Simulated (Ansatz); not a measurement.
**TaN: geometry relaxation (part 1 of 3)**

- system: TaN (slab, 24 atoms in the cell)
- method: DFT PBE, scalar-relativistic, plane waves, PAW, no spin polarisation (Ansatz 0.2.0)

The structure derives from an entry of the Crystallography Open Database. The input holds or restrains some coordinates. Forces given for the steps count only the free coordinates. It belongs to a series of runs on one base structure; here: clean slab, lower planes held.

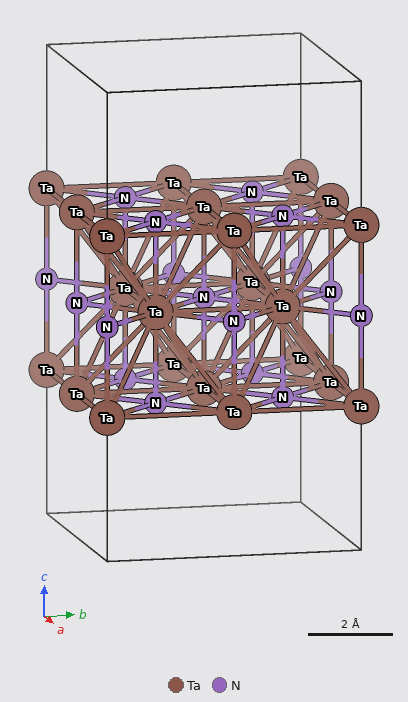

**Figure 1.** The structure as given in the input (ball-and-stick view of the cell of the calculation, with the vacuum cut short, seen slightly off an axis). An atom can appear more than once, as a periodic image.

Input file
```yaml
crystal:
  lattice:
    - [6.2469625124, 0.0, 0.0]
    - [0.0, 6.2469625124, 0.0]
    - [0.0, 0.0, 20.4172695543]
  atoms:
    - { symbol: Ta, position: [0.5, 0.5, 0.3918251644] }
    - { symbol: Ta, position: [0.5, 0.0, 0.3918251644] }
    - { symbol: Ta, position: [0.0, 0.5, 0.3918251644] }
    - { symbol: Ta, position: [0.0, 0.0, 0.3918251644] }
    - { symbol: "N", position: [0.25, 0.25, 0.3918251644] }
    - { symbol: "N", position: [0.25, 0.75, 0.3918251644] }
    - { symbol: "N", position: [0.75, 0.25, 0.3918251644] }
    - { symbol: "N", position: [0.75, 0.75, 0.3918251644] }
    - { symbol: Ta, position: [0.75, 0.75, 0.5] }
    - { symbol: Ta, position: [0.75, 0.25, 0.5] }
    - { symbol: Ta, position: [0.25, 0.75, 0.5] }
    - { symbol: Ta, position: [0.25, 0.25, 0.5] }
    - { symbol: "N", position: [0.5, 0.5, 0.5] }
    - { symbol: "N", position: [0.5, 0.0, 0.5] }
    - { symbol: "N", position: [0.0, 0.5, 0.5] }
    - { symbol: "N", position: [0.0, 0.0, 0.5] }
    - { symbol: Ta, position: [0.0, 0.0, 0.6081748356] }
    - { symbol: Ta, position: [0.0, 0.5, 0.6081748356] }
    - { symbol: Ta, position: [0.5, 0.0, 0.6081748356] }
    - { symbol: Ta, position: [0.5, 0.5, 0.6081748356] }
    - { symbol: "N", position: [0.75, 0.75, 0.6081748356] }
    - { symbol: "N", position: [0.75, 0.25, 0.6081748356] }
    - { symbol: "N", position: [0.25, 0.75, 0.6081748356] }
    - { symbol: "N", position: [0.25, 0.25, 0.6081748356] }
basis:
  ecutwfc: 420
kpoints:
  mp_grid: { grid: [3, 3, 1] }
hamiltonian:
  xc: pbe
scf:
  occupations: { method: gaussian, width: 0.1 }
output:
  forces: true
  eigenvalues: true
  write_density: true
  write_potential: true
  elf: true
  volumetric_format: npy
relax:
  adjacent_minimum: "off"
  f_tol: 0.03
  max_steps: 70
  constraints: [{ sites: [0, 1, 2, 3, 4, 5, 6, 7] }]
efield:
  axis: 3
  dipole_correction: true
  ramp_width: 0.04
```

Launched with:
```bash
ansatz run input.yaml --threads 4 --pin off --max-ram 10240MiB --backend cpu --events-out ev --progress --plain --runs-dir out
```

The program's output
```
Engine: ansatz 0.2.0, x86_64-unknown-linux-gnu
Pseudopotentials: kind: paw
Pseudopotential: Ta, paw, valence charge 13, recommended cutoff 420 eV (normal), Ta.paw.azcp
Pseudopotential: N, paw, valence charge 5, recommended cutoff 420 eV (normal), N.paw.azcp
Functional definition: PBE
  parameter kappa = 0.804
  parameter beta = 0.06672455060314922
  exchange = pbe_x(kappa = kappa, mu = beta*pi^2/3)
  correlation = pbe_c(beta = beta)
Crystal: 24 atoms, lattice volume = 796.775 Å³
Basis set: ecut = 420 eV, 15585 PW (Γ), exchange–correlation on 90×90×288 points (8 copies of the dense FFT grid, shifted against one another)
Bands: 132, of which v1, the nominal top of the filled ones, is band 108 counted from 1 (107 counted from 0)
Symmetry: 32 space group operations
k-points: 3 of 9
Non-local potential: Ta, projectors of the file, l = 0: 3, l = 1: 2, l = 2: 2, l = 3: 1
Non-local potential: N, projectors of the file, l = 0: 2, l = 1: 2, l = 2: 1
PAW form: soft (Blöchl's): semilocal exchange-correlation on the pseudo side does not see the compensation charge
PAW one-centre angular grid: Ta, 590 points (default); XC on 64 Gauss nodes
PAW one-centre angular grid: N, 110 points (default); XC on 64 Gauss nodes
Initial density: superposition of atomic densities (neutral atoms: chi_scale 0, normalization atom), corrected by the library's trained network
Initial wavefunctions: pseudopotential atomic-orbital guess
Functional: x = pbe(κ = 0.804, μ = 0.2195149727645171), c = pbe(β = 0.06672455060314922)
SCF iter   1: F=—  HF=-123807.109815 eV  |F-HF|=—  |Δ(HF+E_count)|=         —  Δρ=5.97e-3  dr2=1.43e0  ethr=1.77e-3  p=-0.000 e·Å  D=-1.15e-14 V/Å  ΔV_dip=0.00 eV  dr2_dipole=1.21e-7  V_vac-E_F(+/−)=3.49/3.49 eV  ⟨swp⟩=10.0  Hψ=2035  notcnv=0
efield: sawtooth ramp at fractional position 0.9800 (placed from the atoms, in the widest stretch of the axis that holds none; the zero of the levels goes with the place), width 0.0400; the density the first Hamiltonian is built on has a dipole p = -0.000 e·Å; the dipole correction subtracts the counter field D = -1.15e-14 V/Å, which shifts the + side's vacuum level by +0.00 eV against the − side's; the planar-averaged density in the ramp window peaks in size at 2.2e-5 e/Å³
preconditioner: auto → LDOS  [metal: Δε(μ)=0.044 eV  Ē_g=8.582 eV  σ=0.100 eV  W_gap=0.23  n_scr=130 (ndim 8)  ℏωp=14.4 eV  f_vac=0.586  D(μ)=21.78/eV (n_scr^D=138)  β→1.0]
SCF iter   2: F=—  HF=-123806.988309 eV  |F-HF|=—  |Δ(HF+E_count)|=   1.22e-1  Δρ=2.57e-3  dr2=1.57e-1  ethr=6.64e-4  p=0.000 e·Å  D=5.99e-6 V/Å  ΔV_dip=-0.00 eV  dr2_dipole=3.87e-8  V_vac-E_F(+/−)=3.59/3.59 eV  ⟨swp⟩=2.3  Hψ=580  notcnv=0  defer=16
SCF iter   3: F=—  HF=-123806.977064 eV  |F-HF|=—  |Δ(HF+E_count)|=   1.12e-2  Δρ=1.06e-3  dr2=2.67e-2  ethr=7.25e-5  p=0.000 e·Å  D=1.37e-6 V/Å  ΔV_dip=-0.00 eV  dr2_dipole=2.16e-9  V_vac-E_F(+/−)=3.60/3.60 eV  ⟨swp⟩=2.0  Hψ=492  notcnv=0  defer=16
SCF iter   4: F=—  HF=-123806.974239 eV  |F-HF|=—  |Δ(HF+E_count)|=   2.82e-3  Δρ=2.14e-4  dr2=5.75e-4  ethr=1.24e-5  p=0.000 e·Å  D=9.69e-7 V/Å  ΔV_dip=-0.00 eV  dr2_dipole=1.36e-11  V_vac-E_F(+/−)=3.62/3.62 eV  ⟨swp⟩=2.0  Hψ=494  notcnv=0  defer=16
SCF iter   5: F=—  HF=-123806.974278 eV  |F-HF|=—  |Δ(HF+E_count)|=   3.89e-5  Δρ=8.64e-5  dr2=6.26e-5  ethr=2.66e-7  p=0.000 e·Å  D=3.71e-7 V/Å  ΔV_dip=-0.00 eV  dr2_dipole=3.32e-10  V_vac-E_F(+/−)=3.62/3.62 eV  ⟨swp⟩=3.0  Hψ=850  notcnv=0  defer=25
SCF iter   6: F=-123806.974287 eV  HF=-123806.974289 eV  |F-HF|=1.89e-6  |Δ(HF+E_count)|=   1.10e-5  Δρ=2.10e-5  dr2=8.52e-6  ethr=1.04e-8  p=0.000 e·Å  D=2.37e-7 V/Å  ΔV_dip=-0.00 eV  dr2_dipole=4.03e-11  V_vac-E_F(+/−)=3.62/3.62 eV  ⟨swp⟩=26.7  Hψ=4982  notcnv=0
SCF 1 converged in 6 iterations: F = -123806.974287 eV  dr2 = 8.52e-6
  greatest PAW one-centre occupation: 0.999 electrons in one spin orbital (limit 2), on the Ta atom at site 11 (counted from 0), in its partial waves of l = 0
relax step   1: F+E_penalty+E_count = -123806.97428698 eV  Δ(F+E_penalty+E_count) = +0.000e0 eV  max|allowed force component| = 1.637e0 eV/Å  Δτ_max = 0.0000 Å  (6 SCF iters, dr2 threshold 2.25e-5 eV, accepted)
Initial density: handed on by an earlier stage of this run
Initial wavefunctions: those handed on with the density
iter 1 solved again at ethr=6.11e-4 eV; its pass at ethr=3.10e-3 eV (dr2=1.32e0 eV) is discarded
SCF iter   1: F=—  HF=-123808.087399 eV  |F-HF|=—  |Δ(HF+E_count)|=         —  Δρ=8.01e-3  dr2=1.34e0  ethr=6.11e-4  p=-0.000 e·Å  D=-1.81e-6 V/Å  ΔV_dip=0.00 eV  dr2_dipole=1.65e-1  V_vac-E_F(+/−)=3.64/3.64 eV  ⟨swp⟩=2.0  Hψ=1442  notcnv=0  defer=31
efield: sawtooth ramp at fractional position 0.9800 (handed on by an earlier solve), width 0.0400; the density the first Hamiltonian is built on has a dipole p = -0.000 e·Å; the dipole correction subtracts the counter field D = -1.81e-6 V/Å, which shifts the + side's vacuum level by +0.00 eV against the − side's; the planar-averaged density in the ramp window peaks in size at 3.6e-6 e/Å³
preconditioner: auto → LDOS  [metal: Δε(μ)=0.093 eV  Ē_g=8.714 eV  σ=0.100 eV  W_gap=0.47  n_scr=130 (ndim 8)  ℏωp=14.4 eV  f_vac=0.585  D(μ)=25.86/eV (n_scr^D=202)  β→1.0]
SCF iter   2: F=—  HF=-123807.977801 eV  |F-HF|=—  |Δ(HF+E_count)|=   1.10e-1  Δρ=3.87e-3  dr2=2.90e-1  ethr=6.11e-4  p=0.058 e·Å  D=1.31e-2 V/Å  ΔV_dip=-0.27 eV  dr2_dipole=3.77e-2  V_vac-E_F(+/−)=3.44/3.70 eV  ⟨swp⟩=2.0  Hψ=560  notcnv=0  defer=31
SCF iter   3: F=—  HF=-123807.960219 eV  |F-HF|=—  |Δ(HF+E_count)|=   1.76e-2  Δρ=2.01e-3  dr2=7.48e-2  ethr=1.34e-4  p=0.076 e·Å  D=1.73e-2 V/Å  ΔV_dip=-0.35 eV  dr2_dipole=8.63e-3  V_vac-E_F(+/−)=3.35/3.71 eV  ⟨swp⟩=2.3  Hψ=546  notcnv=0  defer=31
SCF iter   4: F=—  HF=-123807.951682 eV  |F-HF|=—  |Δ(HF+E_count)|=   8.54e-3  Δρ=4.47e-4  dr2=5.91e-3  ethr=3.46e-5  p=0.094 e·Å  D=2.13e-2 V/Å  ΔV_dip=-0.43 eV  dr2_dipole=5.97e-4  V_vac-E_F(+/−)=3.30/3.73 eV  ⟨swp⟩=2.0  Hψ=586  notcnv=0  defer=32
SCF iter   5: F=—  HF=-123807.951310 eV  |F-HF|=—  |Δ(HF+E_count)|=   3.72e-4  Δρ=1.75e-4  dr2=4.06e-4  ethr=2.73e-6  p=0.100 e·Å  D=2.26e-2 V/Å  ΔV_dip=-0.46 eV  dr2_dipole=1.65e-5  V_vac-E_F(+/−)=3.28/3.74 eV  ⟨swp⟩=2.0  Hψ=539  notcnv=0  defer=32
SCF iter   6: F=-123807.951268 eV  HF=-123807.951314 eV  |F-HF|=4.62e-5  |Δ(HF+E_count)|=   4.37e-6  Δρ=5.57e-5  dr2=6.04e-5  ethr=4.63e-8  p=0.101 e·Å  D=2.30e-2 V/Å  ΔV_dip=-0.47 eV  dr2_dipole=1.38e-5  V_vac-E_F(+/−)=3.28/3.75 eV  ⟨swp⟩=28.7  Hψ=5126  notcnv=0
SCF 2 converged in 6 iterations: F = -123807.951268 eV  dr2 = 6.04e-5
relax step   2: F+E_penalty+E_count = -123807.95126768 eV  Δ(F+E_penalty+E_count) = -9.770e-1 eV  max|allowed force component| = 5.020e-1 eV/Å  Δτ_max = 0.1424 Å  (6 SCF iters, dr2 threshold 1.00e-4 eV, accepted)
SCF iter   1: F=—  HF=-123808.066123 eV  |F-HF|=—  |Δ(HF+E_count)|=         —  Δρ=3.80e-3  dr2=3.48e-1  ethr=1.29e-3  p=0.101 e·Å  D=2.30e-2 V/Å  ΔV_dip=-0.47 eV  dr2_dipole=1.06e-1  V_vac-E_F(+/−)=3.32/3.79 eV  ⟨swp⟩=5.0  Hψ=759  notcnv=1  defer=35
efield: sawtooth ramp at fractional position 0.9800 (handed on by an earlier solve), width 0.0400; the density the first Hamiltonian is built on has a dipole p = 0.101 e·Å; the dipole correction subtracts the counter field D = 2.30e-2 V/Å, which shifts the + side's vacuum level by -0.47 eV against the − side's; the planar-averaged density in the ramp window peaks in size at 3.0e-6 e/Å³
preconditioner: auto → LDOS  [metal: Δε(μ)=0.049 eV  Ē_g=8.661 eV  σ=0.100 eV  W_gap=0.27  n_scr=130 (ndim 8)  ℏωp=14.4 eV  f_vac=0.586  D(μ)=24.90/eV (n_scr^D=202)  β→1.0]
SCF iter   2: F=—  HF=-123808.032576 eV  |F-HF|=—  |Δ(HF+E_count)|=   3.35e-2  Δρ=2.21e-3  dr2=7.87e-2  ethr=1.61e-4  p=0.096 e·Å  D=2.17e-2 V/Å  ΔV_dip=-0.44 eV  dr2_dipole=1.32e-2  V_vac-E_F(+/−)=3.38/3.82 eV  ⟨swp⟩=2.0  Hψ=642  notcnv=0  defer=36
SCF iter   3: F=—  HF=-123808.027095 eV  |F-HF|=—  |Δ(HF+E_count)|=   5.48e-3  Δρ=8.67e-4  dr2=1.98e-2  ethr=3.64e-5  p=0.101 e·Å  D=2.30e-2 V/Å  ΔV_dip=-0.47 eV  dr2_dipole=6.32e-3  V_vac-E_F(+/−)=3.36/3.83 eV  ⟨swp⟩=2.7  Hψ=595  notcnv=0  defer=36
SCF iter   4: F=—  HF=-123808.025108 eV  |F-HF|=—  |Δ(HF+E_count)|=   1.99e-3  Δρ=1.73e-4  dr2=3.91e-4  ethr=9.16e-6  p=0.101 e·Å  D=2.30e-2 V/Å  ΔV_dip=-0.47 eV  dr2_dipole=1.93e-5  V_vac-E_F(+/−)=3.37/3.84 eV  ⟨swp⟩=2.3  Hψ=542  notcnv=0  defer=36
SCF iter   5: F=—  HF=-123808.025169 eV  |F-HF|=—  |Δ(HF+E_count)|=   6.14e-5  Δρ=5.08e-5  dr2=5.38e-5  ethr=1.81e-7  p=0.103 e·Å  D=2.34e-2 V/Å  ΔV_dip=-0.48 eV  dr2_dipole=6.02e-6  V_vac-E_F(+/−)=3.37/3.85 eV  ⟨swp⟩=2.7  Hψ=577  notcnv=0  defer=36
SCF iter   6: F=—  HF=-123808.025178 eV  |F-HF|=—  |Δ(HF+E_count)|=   9.42e-6  Δρ=2.28e-5  dr2=1.71e-5  ethr=7.29e-9  p=0.104 e·Å  D=2.36e-2 V/Å  ΔV_dip=-0.48 eV  dr2_dipole=1.36e-6  V_vac-E_F(+/−)=3.37/3.85 eV  ⟨swp⟩=29.3  Hψ=4625  notcnv=0
SCF iter   7: F=-123808.025178 eV  HF=-123808.025180 eV  |F-HF|=1.84e-6  |Δ(HF+E_count)|=   1.31e-6  Δρ=8.01e-6  dr2=2.16e-6  ethr=7.29e-9  p=0.104 e·Å  D=2.37e-2 V/Å  ΔV_dip=-0.48 eV  dr2_dipole=3.86e-7  V_vac-E_F(+/−)=3.37/3.85 eV  ⟨swp⟩=16.3  Hψ=3970  notcnv=0
SCF 3 converged in 7 iterations: F = -123808.025178 eV  dr2 = 2.16e-6
relax step   3: F+E_penalty+E_count = -123808.02517787 eV  Δ(F+E_penalty+E_count) = -7.391e-2 eV  max|allowed force component| = 1.485e-1 eV/Å  Δτ_max = 0.0785 Å  (7 SCF iters, dr2 threshold 1.57e-5 eV, accepted)
SCF iter   1: F=—  HF=-123808.032245 eV  |F-HF|=—  |Δ(HF+E_count)|=         —  Δρ=1.26e-3  dr2=5.98e-2  ethr=1.82e-4  p=0.104 e·Å  D=2.37e-2 V/Å  ΔV_dip=-0.48 eV  dr2_dipole=1.56e-2  V_vac-E_F(+/−)=3.37/3.85 eV  ⟨swp⟩=2.0  Hψ=654  notcnv=0  defer=31
efield: sawtooth ramp at fractional position 0.9800 (handed on by an earlier solve), width 0.0400; the density the first Hamiltonian is built on has a dipole p = 0.104 e·Å; the dipole correction subtracts the counter field D = 2.37e-2 V/Å, which shifts the + side's vacuum level by -0.48 eV against the − side's; the planar-averaged density in the ramp window peaks in size at 2.5e-6 e/Å³
preconditioner: auto → LDOS  [metal: Δε(μ)=0.025 eV  Ē_g=8.685 eV  σ=0.100 eV  W_gap=0.14  n_scr=130 (ndim 8)  ℏωp=14.4 eV  f_vac=0.587  D(μ)=25.90/eV (n_scr^D=202)  β→1.0]
SCF iter   2: F=—  HF=-123808.028687 eV  |F-HF|=—  |Δ(HF+E_count)|=   3.56e-3  Δρ=6.40e-4  dr2=1.15e-2  ethr=2.77e-5  p=0.103 e·Å  D=2.35e-2 V/Å  ΔV_dip=-0.48 eV  dr2_dipole=3.27e-3  V_vac-E_F(+/−)=3.37/3.85 eV  ⟨swp⟩=2.0  Hψ=600  notcnv=0  defer=34
SCF iter   3: F=—  HF=-123808.028077 eV  |F-HF|=—  |Δ(HF+E_count)|=   6.10e-4  Δρ=3.62e-4  dr2=4.19e-3  ethr=5.32e-6  p=0.103 e·Å  D=2.33e-2 V/Å  ΔV_dip=-0.48 eV  dr2_dipole=3.91e-4  V_vac-E_F(+/−)=3.38/3.85 eV  ⟨swp⟩=2.3  Hψ=638  notcnv=0  defer=34
SCF iter   4: F=—  HF=-123808.027572 eV  |F-HF|=—  |Δ(HF+E_count)|=   5.05e-4  Δρ=9.48e-5  dr2=2.71e-4  ethr=1.94e-6  p=0.101 e·Å  D=2.29e-2 V/Å  ΔV_dip=-0.47 eV  dr2_dipole=8.48e-5  V_vac-E_F(+/−)=3.38/3.85 eV  ⟨swp⟩=3.0  Hψ=640  notcnv=0  defer=34
SCF iter   5: F=—  HF=-123808.027523 eV  |F-HF|=—  |Δ(HF+E_count)|=   4.90e-5  Δρ=3.36e-5  dr2=2.82e-5  ethr=1.26e-7  p=0.100 e·Å  D=2.28e-2 V/Å  ΔV_dip=-0.46 eV  dr2_dipole=4.89e-6  V_vac-E_F(+/−)=3.38/3.85 eV  ⟨swp⟩=3.0  Hψ=667  notcnv=0  defer=34
SCF iter   6: F=-123808.027529 eV  HF=-123808.027529 eV  |F-HF|=3.95e-7  |Δ(HF+E_count)|=   6.05e-6  Δρ=9.31e-6  dr2=1.22e-6  ethr=8.94e-10  p=0.100 e·Å  D=2.26e-2 V/Å  ΔV_dip=-0.46 eV  dr2_dipole=1.80e-9  V_vac-E_F(+/−)=3.38/3.85 eV  ⟨swp⟩=22.3  Hψ=4417  notcnv=0
SCF 4 converged in 6 iterations: F = -123808.027529 eV  dr2 = 1.22e-6
relax step   4: F+E_penalty+E_count = -123808.02752916 eV  Δ(F+E_penalty+E_count) = -2.351e-3 eV  max|allowed force component| = 7.637e-2 eV/Å  Δτ_max = 0.0172 Å  (6 SCF iters, dr2 threshold 1.93e-6 eV, accepted)
```
